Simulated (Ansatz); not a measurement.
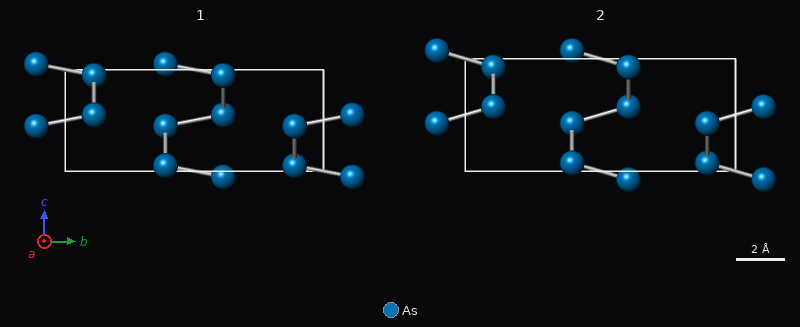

Two geometries of a crystal of As (set up in Cmce), drawn at one scale. One is the start of a relaxation, the other its converged end. The picture is a ball-and-stick view of the conventional cell (2 times the calculation's cell), seen along the a axis. Lengths and directions refer to the drawn axes.

Level of theory: DFT PBEsol, scalar-relativistic, plane waves, PAW (Ansatz). Set-up: plane-wave cutoff 420 eV; k-point mesh 10 × 10 × 8; occupations gaussian; smearing width 0.01 eV; no spin polarisation; cell and atoms relaxed; force threshold 0.005 eV/Å; at most 80 steps.

### Which one is relaxed?

Structure 1 is the relaxed one. The largest moves relative to the cell, 0.11 Å, are those of As atoms. The drawn cell changes as follows: a 3.652 → 3.731 Å (+2.2 %), b 11.387 → 10.881 Å (−4.4 %), c 4.740 → 4.277 Å (−9.8 %); the volume changes by −11.9 %. Some distances before and after: As–As 3.569 → 3.209 Å, As–As 2.476 → 2.501 Å. Bond angles that change, for instance: As–As–As 100.9° → 97.3°. The space group stays Cmce (No. 64). The energy falls by 98.4 meV per cell of the calculation in 9 accepted moves (10 points after the start). Largest force component: 0.15 eV/Å at the start, 0.0023 eV/Å at the end. The pressure goes from −1.16 to −0.01 GPa. At 1 point the geometry stayed and the basis and grid were re-selected for the new cell (energy shift of 1.3 meV per cell of the calculation at most each time).
